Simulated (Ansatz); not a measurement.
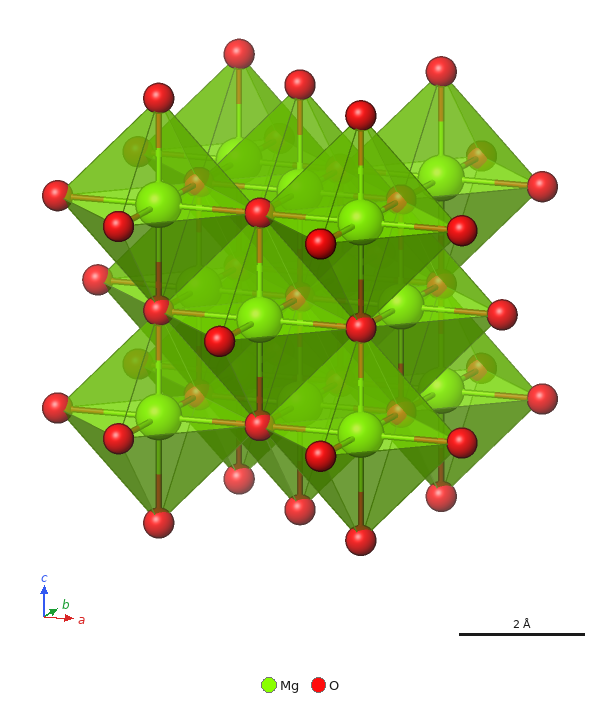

The starting structure (polyhedral view of the cell 4 times as large as that of the calculation, set on its symmetry axes, seen slightly off an axis; polyhedra are completed across the faces of the cell).

MgO: geometry relaxation

System: MgO (Fm-3m, 2 atoms in the cell).
Method: DFT r2SCAN, scalar-relativistic, plane waves, PAW, no spin polarisation (Ansatz 0.2.0).

The structure derives from an entry of the Crystallography Open Database.

## Log
```
Engine: ansatz 0.2.0, aarch64-unknown-linux-gnu
Pseudopotentials: kind: paw
Pseudopotential: Mg, paw, valence charge 10, recommended cutoff 500 eV (meta_gga), Mg.paw.azcp
Pseudopotential: O, paw, valence charge 6, recommended cutoff 500 eV (meta_gga), O.paw.azcp
Functional definition: r2SCAN
  parameter k0 = 0.174
  parameter k1 = 0.065
  parameter a1 = 4.9479
  exchange = r2scan_x(k0 = k0, k1 = k1, a1 = a1)
  correlation = r2scan_c
Crystal: 2 atoms, lattice volume = 10.713 Å³
Basis set: ecut = 500 eV, 283 PW (Γ), exchange–correlation on 80×80×80 points (64 copies of the dense FFT grid, shifted against one another)
Bands: 12, of which v1, the nominal top of the filled ones, is band 8 counted from 1 (7 counted from 0)
Symmetry: 48 space group operations
Space group: Fm-3m (ITA 225), of the structure as read, at distance tolerance 2.2e-5 Å
k-points: 72 of 1728
Non-local potential: Mg, projectors of the file, l = 0: 3, l = 1: 2, l = 2: 1
Non-local potential: O, projectors of the file, l = 0: 2, l = 1: 2, l = 2: 1
PAW form: soft (Blöchl's): semilocal exchange-correlation on the pseudo side does not see the compensation charge
PAW frozen core: Mg, regenerated for the run's functional (the file was generated under x = pbe(κ = 0.804, μ = 0.2195149727645171), c = pbe(β = 0.06672455060314922))
PAW frozen core: O, regenerated for the run's functional (the file was generated under x = pbe(κ = 0.804, μ = 0.2195149727645171), c = pbe(β = 0.06672455060314922))
PAW one-centre angular grid: Mg, 302 points (default); XC on 224 Gauss nodes
PAW one-centre angular grid: O, 302 points (default); XC on 160 Gauss nodes
Initial density: superposition of atomic densities (neutral atoms: chi_scale 0, normalization atom), corrected by the library's trained network
Initial wavefunctions: pseudopotential atomic-orbital guess
Functional: x = r2scan, c = r2scan; τ floored in thin density (d = 2e-4 eV/Å³)
SCF iter   1: F=—  HF=-2493.840517 eV  |F-HF|=—  |Δ(HF+E_count)|=         —  Δρ=2.79e-2  dr2=4.80e-2  dr2_τ=2.53e-1  ethr=1.77e-3  ⟨swp⟩=4.9  Hψ=4601  notcnv=0  defer=137
preconditioner: auto → none  [insulator: Δε(μ)=9.558 eV  Ē_g=41.299 eV  n_scr=0 (ndim 8)  ℏωp=42.4 eV  f_vac=0.000  ε∞_Penn≈2.1]
SCF iter   2: F=—  HF=-2493.997359 eV  |F-HF|=—  |Δ(HF+E_count)|=   1.57e-1  Δρ=9.95e-3  dr2=7.02e-3  dr2_τ=1.53e-3  ethr=3.00e-4  ⟨swp⟩=2.1  Hψ=2101  notcnv=0  defer=138
SCF iter   3: F=—  HF=-2493.996517 eV  |F-HF|=—  |Δ(HF+E_count)|=   8.42e-4  Δρ=4.20e-3  dr2=9.15e-4  dr2_τ=1.18e-4  ethr=4.39e-5  ⟨swp⟩=2.3  Hψ=1219  notcnv=0  defer=142
SCF iter   4: F=—  HF=-2493.996844 eV  |F-HF|=—  |Δ(HF+E_count)|=   3.26e-4  Δρ=6.38e-4  dr2=1.62e-5  dr2_τ=3.41e-6  ethr=5.72e-6  ⟨swp⟩=2.4  Hψ=1369  notcnv=0  defer=142
SCF iter   5: F=—  HF=-2493.996857 eV  |F-HF|=—  |Δ(HF+E_count)|=   1.34e-5  Δρ=5.10e-5  dr2=8.55e-8  dr2_τ=1.75e-8  ethr=1.01e-7  ⟨swp⟩=2.3  Hψ=1215  notcnv=0  defer=36
SCF iter   6: F=-2493.996857 eV  HF=-2493.996857 eV  |F-HF|=8.16e-10  |Δ(HF+E_count)|=   2.18e-7  Δρ=6.22e-6  dr2=1.17e-9  dr2_τ=3.90e-10  ethr=5.34e-10  ⟨swp⟩=7.6  Hψ=6015  notcnv=0
SCF 1 converged in 6 iterations: F = -2493.996857 eV  dr2 = 1.17e-9
  greatest PAW one-centre occupation: 1.000 electrons in one spin orbital (limit 2), on the Mg atom at site 0 (counted from 0), in its partial waves of l = 1
relax step   1: F+E_penalty+E_count = -2493.99685732 eV  Δ(F+E_penalty+E_count) = +0.000e0 eV  max|allowed force component| = 1.010e-29 eV/Å  Δτ_max = 0.0000 Å  P = +282.764 GPa  Ω = 10.713 Å³  (6 SCF iters, dr2 threshold 1.00e-7 eV, accepted)
Crystal: 2 atoms, lattice volume = 10.728 Å³
Initial density: handed on by an earlier stage of this run
Initial wavefunctions: those handed on with the density
iter 1 solved again at ethr=9.00e-8 eV; its pass at ethr=3.10e-3 eV (dr2=1.44e-5 eV) is discarded
SCF iter   1: F=—  HF=-2494.021772 eV  |F-HF|=—  |Δ(HF+E_count)|=         —  Δρ=4.21e-4  dr2=1.34e-5  dr2_τ=2.07e-5  ethr=9.00e-8  ⟨swp⟩=1.9  Hψ=4943  notcnv=0
preconditioner: auto → none  [insulator: Δε(μ)=10.048 eV  Ē_g=41.114 eV  n_scr=0 (ndim 8)  ℏωp=42.4 eV  f_vac=0.000  ε∞_Penn≈2.1]
SCF iter   2: F=—  HF=-2494.021780 eV  |F-HF|=—  |Δ(HF+E_count)|=   7.85e-6  Δρ=7.05e-5  dr2=1.80e-7  dr2_τ=2.92e-7  ethr=1.25e-9  ⟨swp⟩=8.1  Hψ=6834  notcnv=0
SCF iter   3: F=-2494.021780 eV  HF=-2494.021780 eV  |F-HF|=2.33e-8  |Δ(HF+E_count)|=   8.54e-8  Δρ=3.07e-5  dr2=3.82e-8  dr2_τ=7.95e-9  ethr=1.13e-9  ⟨swp⟩=8.2  Hψ=5745  notcnv=0
SCF 2 converged in 3 iterations: F = -2494.021780 eV  dr2 = 3.82e-8
relax step   2: F+E_penalty+E_count = -2494.02178016 eV  Δ(F+E_penalty+E_count) = -2.492e-2 eV  max|allowed force component| = 4.825e-29 eV/Å  Δτ_max = 0.0000 Å  P = +281.334 GPa  Ω = 10.728 Å³  energy of the carried Pulay correction = -2.383e-5 eV  (3 SCF iters, dr2 threshold 2.00e-7 eV, accepted)
Crystal: 2 atoms, lattice volume = 10.741 Å³
iter 1 solved again at ethr=8.38e-8 eV; its pass at ethr=3.10e-3 eV (dr2=1.34e-5 eV) is discarded
SCF iter   1: F=—  HF=-2494.044967 eV  |F-HF|=—  |Δ(HF+E_count)|=         —  Δρ=4.00e-4  dr2=1.25e-5  dr2_τ=1.84e-5  ethr=8.38e-8  ⟨swp⟩=1.8  Hψ=4903  notcnv=0
preconditioner: auto → none  [insulator: Δε(μ)=10.050 eV  Ē_g=41.097 eV  n_scr=0 (ndim 8)  ℏωp=42.4 eV  f_vac=0.000  ε∞_Penn≈2.1]
SCF iter   2: F=—  HF=-2494.044974 eV  |F-HF|=—  |Δ(HF+E_count)|=   6.78e-6  Δρ=8.08e-5  dr2=2.31e-7  dr2_τ=2.85e-7  ethr=7.81e-8  ⟨swp⟩=2.0  Hψ=1150  notcnv=0
SCF iter   3: F=-2494.044974 eV  HF=-2494.044974 eV  |F-HF|=2.15e-8  |Δ(HF+E_count)|=   1.06e-7  Δρ=3.28e-5  dr2=4.51e-8  dr2_τ=1.04e-8  ethr=1.25e-9  ⟨swp⟩=9.4  Hψ=6289  notcnv=0
SCF 3 converged in 3 iterations: F = -2494.044974 eV  dr2 = 4.51e-8
relax step   3: F+E_penalty+E_count = -2494.04497407 eV  Δ(F+E_penalty+E_count) = -2.319e-2 eV  max|allowed force component| = 6.598e-30 eV/Å  Δτ_max = 0.0000 Å  P = +279.999 GPa  Ω = 10.741 Å³  energy of the carried Pulay correction = -4.608e-5 eV  (3 SCF iters, dr2 threshold 2.00e-7 eV, accepted)
Initial wavefunctions: pseudopotential atomic-orbital guess (no wavefunctions were taken with the density)
iter 1 solved again at ethr=5.77e-8 eV; its pass at ethr=3.10e-3 eV (dr2=9.23e-6 eV) is discarded
SCF iter   1: F=—  HF=-2494.045008 eV  |F-HF|=—  |Δ(HF+E_count)|=         —  Δρ=1.67e-4  dr2=8.26e-8  dr2_τ=2.71e-8  ethr=5.77e-8  ⟨swp⟩=2.5  Hψ=6808  notcnv=0  defer=141
preconditioner: auto → none  [insulator: Δε(μ)=10.055 eV  Ē_g=41.098 eV  n_scr=0 (ndim 8)  ℏωp=42.4 eV  f_vac=0.000  ε∞_Penn≈2.1]
SCF iter   2: F=—  HF=-2494.045015 eV  |F-HF|=—  |Δ(HF+E_count)|=   6.86e-6  Δρ=8.37e-5  dr2=2.27e-8  dr2_τ=3.32e-7  ethr=5.16e-10  ⟨swp⟩=2.2  Hψ=1325  notcnv=0  defer=104
SCF iter   3: F=-2494.045017 eV  HF=-2494.045017 eV  |F-HF|=9.69e-11  |Δ(HF+E_count)|=   2.13e-6  Δρ=1.22e-6  dr2=6.53e-11  dr2_τ=3.08e-11  ethr=1.00e-12  ⟨swp⟩=7.2  Hψ=5625  notcnv=0
SCF 4 converged in 3 iterations: F = -2494.045017 eV  dr2 = 6.53e-11
relax step   4: F+E_penalty+E_count = -2494.04501714 eV  Δ(F+E_penalty+E_count) = -4.307e-5 eV  max|allowed force component| = 6.968e-30 eV/Å  Δτ_max = 0.0000 Å  P = +279.990 GPa  Ω = 10.741 Å³  stress off target by 9.87e-3 GPa  SCF on the basis re-selected at this cell (its energy is not comparable with the rows above)  (3 SCF iters)
```

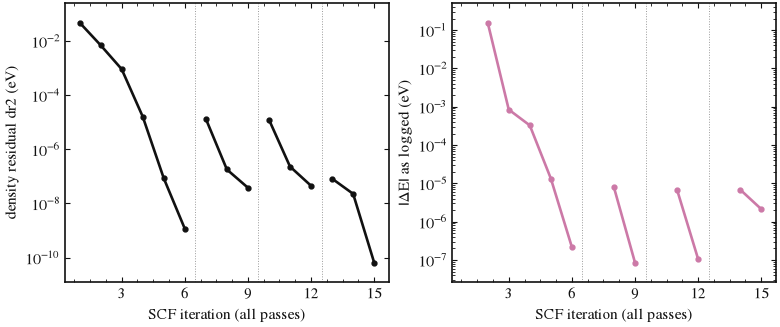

Convergence of the self-consistent field: density residual dr2 and size of the energy change against the SCF iteration. The dotted lines part the SCF passes of the relaxation: geometry steps, rejected trials and re-solves on a re-selected basis. The passes take 6, 3, 3 and 3 iterations.

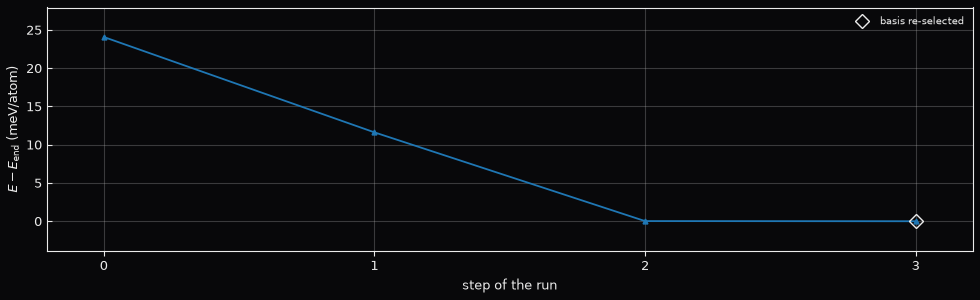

Progress of the relaxation, step by step (the first geometry is step 0 here and step 1 in the log). The energy falls by 24.1 meV per atom in 2 geometry steps. With the target pressure of 280 GPa, the enthalpy E + pV changes by −0.1 meV per atom. All forces vanish by symmetry, so only the cell relaxes. Pressure: 282.76 GPa at the start and 279.99 GPa at the end. The atoms keep their places relative to the cell (all moves are under 0.005 Å). Cell: a = b = c 3.499 → 3.502 Å (+0.1 %). Volume +0.3 %. The space group stays Fm-3m (No. 225). A last SCF at the same geometry on a re-selected plane-wave basis shifts the energy by next to nothing (0.0 meV per atom).

```
basis re-selected at this cell: Δ(F+E_penalty+E_count) = -4.307e-5 eV, ΔP = -0.009 GPa vs the last step (what re-selecting the basis moved, of the pressure what is left beyond the Pulay correction that the steps carried, after the strain that the cell walked since its last selection, with what the two solves' SCF thresholds leave and, on support functions, any second-order correction that the steps lacked; it is no measure of the basis error at this ecutwfc). This SCF's stress stands 9.87e-3 GPa from its target on what of the cell is left free (relax.cell.stress_tol is 1.40e-1 GPa) and its largest allowed force component is 6.97e-30 eV/Å (relax.f_tol is 2.00e-3 eV/Å): within both
SCF converged after 3 iterations
Free energy (F): -2494.045017 eV
Harris-Foulkes:  -2494.045017 eV  (|F-HF|=9.69e-11)
Internal energy: -2494.045017 eV  (E = F + TS)
E sigma→0 (E₀):  -2494.045017 eV
Fermi energy:    16.958548 eV
--- Per-component energies (eV) ---
  E_band       = -167.793505
  E_kinetic    = 279.448624
  E_local      = -1236.725730  (includes V_loc(G=0)·N_el)
  E_nonlocal   = 145.166357
  E_hartree    = 432.138057
  E_xc         = -109.728886
  E_vxc        = -157.716410  (∫ρ·V_xc dr)
  E_paw        = -453.667984  (= ΣΔE_a)
  E_vpaw       = -71.791047  (= ΣTr[D̂ρ^β])
  E_aug_tail   = 0.001283  (compensation charges beyond the density's cutoff)
  E_vtau       = 9.547278  (kinetic-family band-sum trace: ∫τ·v_τ [+ j·A + Jᵃ·Aᵃ] dr)
  E_ewald      = -1550.618589
  E_core_change = -0.058149  (= ΣΔE_core)
  E_smearing   = -0.000000  (= −TS)
  E_closure    = -0.000000  (closes the sum)
  Σ components = -2494.045017   (vs F -2494.045017, Δ=0.00e0)
--- Forces (eV/Å), atoms counted from 1 ---
  atom   1  Mg    -0.00000000     0.00000000     0.00000000
  atom   2  O      0.00000000     0.00000000     0.00000000
  max |Σ_I F_I| component: 1.34e-29 eV/Å
--- Stress (GPa, compression-positive) ---
      279.990133       0.000000      -0.000000
        0.000000     279.990133       0.000000
       -0.000000       0.000000     279.990133
  P = ⅓ Tr σ = 279.9901 GPa (2799.901 kbar)
--- Band table (eV; the first three rows and the last of 72) ---
  k-point 0: bands = ["-56.7923", "-21.6644", "-21.6644", "-21.6644", "-5.0525", "16.9585", "16.9585", "16.9585", "30.4132", "36.7558", "36.7558", "36.7558"]
  k-point 1: bands = ["-56.7851", "-21.7178", "-21.6671", "-21.6671", "-4.8604", "16.3702", "16.8306", "16.8306", "30.8065", "35.6760", "37.0995", "37.0995"]
  k-point 2: bands = ["-56.7656", "-21.8606", "-21.6746", "-21.6746", "-4.3149", "14.8720", "16.4941", "16.4941", "31.4218", "34.5707", "38.0341", "38.0341"]
  k-point 71: bands = ["-56.6506", "-22.0436", "-22.0436", "-21.9066", "-1.1958", "11.9301", "11.9301", "13.7895", "33.6446", "33.6446", "38.8173", "43.1258"]
--- Relaxed structure (3 steps of the walk, 3 accepted, 1 SCFs on fresh bases) ---
  F+E_penalty+E_count = -2494.04501714 eV   max|allowed force component| = 6.968e-30 eV/Å   (the final SCF, on the basis selected at the relaxed cell)
  cell:  # Å, volume = 10.7409 Å³
    - [3.248299670970939e-34, 1.7512019024766894, 1.7512019024766894]
    - [1.7512019024766894, 2.8024546180925743e-34, 1.7512019024766894]
    - [1.7512019024766894, 1.7512019024766894, -3.1846075205597454e-36]
  atoms:
    - { symbol: Mg, position: [8.957630790068422e-38, -6.270341553233646e-38, -2.0602550817017238e-37] }
    - { symbol: O, position: [0.5, 0.5, 0.5] }
```

## Trajectory as extended XYZ (Å, eV, eV/Å), 4 frames, from step=1 to step=4
```
2
Lattice="0.0000 1.7497 1.7497 1.7497 0.0000 1.7497 1.7497 1.7497 0.0000" Properties=species:S:1:pos:R:3:forces:R:3 step=1 energy=-2493.99686 pressure_GPa=282.76
Mg    0.0000    0.0000    0.0000    0.0000   0.0000   0.0000
O     1.7497    1.7497    1.7497    0.0000   0.0000   0.0000
2
Lattice="0.0000 1.7505 1.7505 1.7505 0.0000 1.7505 1.7505 1.7505 0.0000" Properties=species:S:1:pos:R:3:forces:R:3 step=2 energy=-2494.02178 pressure_GPa=281.33
Mg    0.0000    0.0000    0.0000    0.0000   0.0000   0.0000
O     1.7505    1.7505    1.7505    0.0000   0.0000   0.0000
2
Lattice="0.0000 1.7512 1.7512 1.7512 0.0000 1.7512 1.7512 1.7512 0.0000" Properties=species:S:1:pos:R:3:forces:R:3 step=3 energy=-2494.04497 pressure_GPa=280.00
Mg    0.0000    0.0000    0.0000    0.0000   0.0000   0.0000
O     1.7512    1.7512    1.7512    0.0000   0.0000   0.0000
2
Lattice="0.0000 1.7512 1.7512 1.7512 0.0000 1.7512 1.7512 1.7512 0.0000" Properties=species:S:1:pos:R:3:forces:R:3 step=4 energy=-2494.04502 pressure_GPa=279.99
Mg    0.0000    0.0000    0.0000    0.0000   0.0000   0.0000
O     1.7512    1.7512    1.7512    0.0000   0.0000   0.0000
```

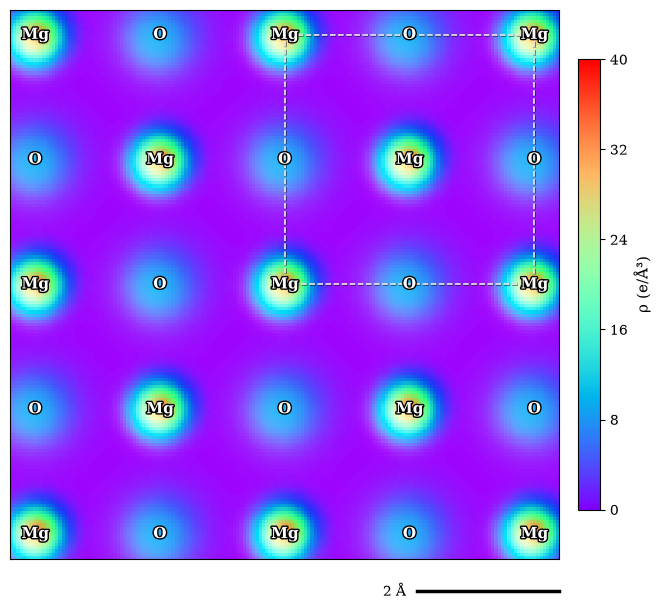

Valence charge density (pseudo) on the (001) plane of the conventional cell. The plane passes through Mg and O nuclei. Mg–O (1.75 Å): ρ at the midpoint is about 0.74 e/Å³. Away from the nuclei the density in this plane falls to 0.27 e/Å³ at its lowest. The fields are those of the smooth PAW valence density.

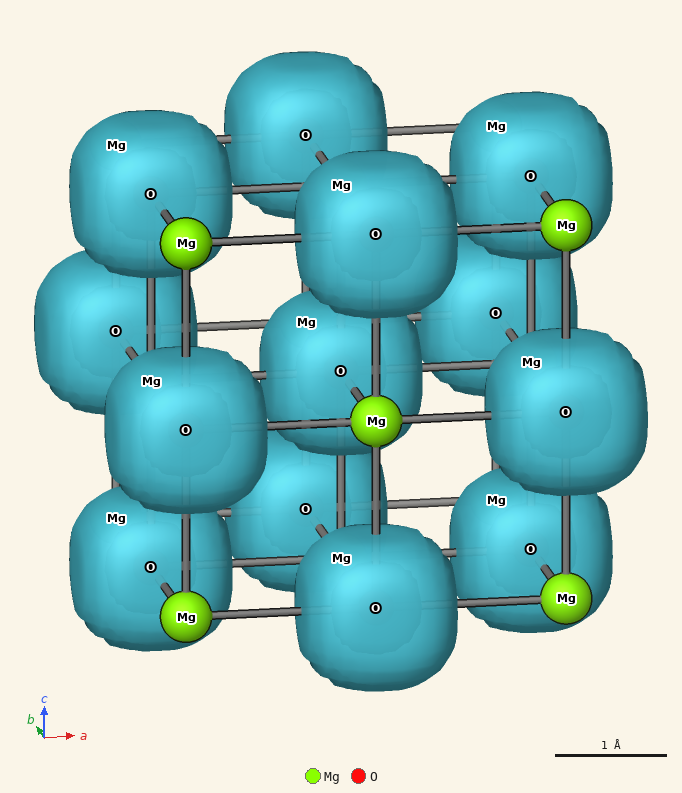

Isosurface of the electron localisation function at 0.75 (cyan), seen slightly off an axis. Core shells and regions of very low density are left out. Sticks mark near contacts. The outline is the cell set on symmetry axes. Values along the shortest contacts: Mg–O (1.75 Å): the ELF is about 0.35 at the midpoint.

The run was set up as follows.

## The input
```yaml
crystal:
  lattice:
    - [0.0, 1.7497102057, 1.7497102057]
    - [1.7497102057, 0.0, 1.7497102057]
    - [1.7497102057, 1.7497102057, 0.0]
  atoms:
    - { symbol: Mg, position: [0.0, 0.0, 0.0] }
    - { symbol: O, position: [0.5, 0.5, 0.5] }
basis:
  ecutwfc: 500
kpoints:
  mp_grid: { grid: [12, 12, 12] }
hamiltonian:
  xc: r2scan
scf:
  occupations: { method: fixed }
output:
  forces: true
  stress: true
  eigenvalues: true
  write_density: true
  write_potential: true
  elf: true
  volumetric_format: npy
relax:
  adjacent_minimum: "off"
  f_tol: 0.002
  max_steps: 60
  cell: { stress_tol: 0.14, p_target: 280.0 }
```

Run as:
```bash
ansatz run input.yaml --threads 1 --pin off --max-ram 2560MiB --backend cpu --events-out ev --progress --plain --runs-dir out
```

## Results in brief

| quantity | value |
| --- | --- |
| outcome | converged |
| space group (tolerance 0.01 Å) | Fm-3m (225) |
| electrons treated | 16 |
| free energy | −2494.0450 eV |
| Fermi energy | 16.959 eV |
| gap on the k-point mesh | 10.05 eV |
| pressure | 279.99 GPa |
| final volume | 10.74 Å³ |
| largest force (length of the vector) at the end | under 0.001 eV/Å |
| final cell | a = 2.477 Å, b = 2.477 Å, c = 2.477 Å, α = 60.00°, β = 60.00°, γ = 60.00° |
| hardware | 1 thread of Arm Neoverse V1, 24 GiB of memory available, shared host |
| wall time | 7.3 s |
| peak memory | 0.3 GiB |

## Notes

The cell was relaxed to the target pressure of the input; what is minimised is then the enthalpy E + pV.
